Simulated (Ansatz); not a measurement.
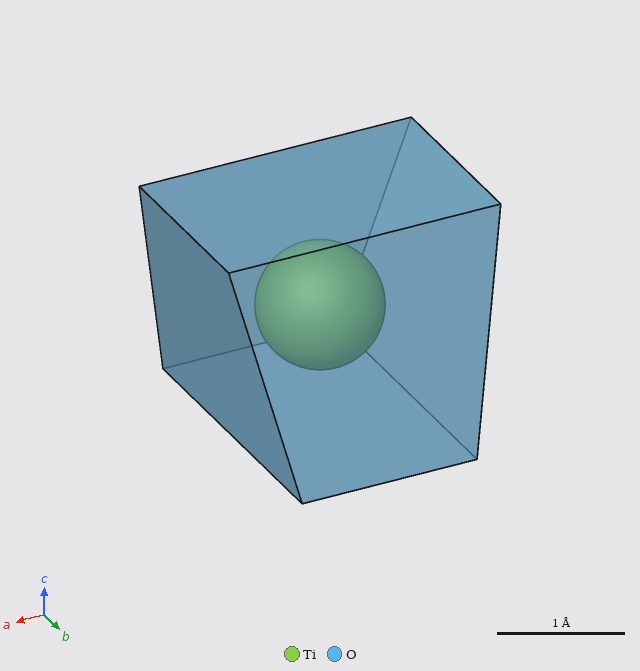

The polyhedron is the computed Voronoi (Dirichlet) cell of the central atom: each face lies in the plane that bisects the line to a neighbour. Central atom: Ti (4a) in TiO₂; faces take the colour of the neighbour behind them. Source: the end point of a relaxation with DFT r2SCAN, scalar-relativistic, plane waves, PAW in Ansatz 0.2.0.

TiO2, space group I4_1/amd:1 (No. 141), a = 3.778 Å, b = 3.778 Å, c = 9.583 Å, α = 90.00°, β = 90.00°, γ = 90.00°

```csv
site,Wyckoff,x,y,z
Ti,4a,0.0000,0.0000,0.0000
O,8e,0.0000,0.5000,0.4573
```

### What is the volume of this Voronoi cell?

7.6 Å³, against a mean of 11.4 Å³ per atom in this structure.

### How many faces does the cell have, and of which kinds?

6 faces, index ⟨0,6,0,0⟩: topologically a cube (six four-edged faces).

### Tabulate the neighbours by distance and solid angle.

```csv
neighbour,faces,distance (Å),solid angle (% of sphere)
O,4,1.93,68.6
O,2,1.99,31.4
```
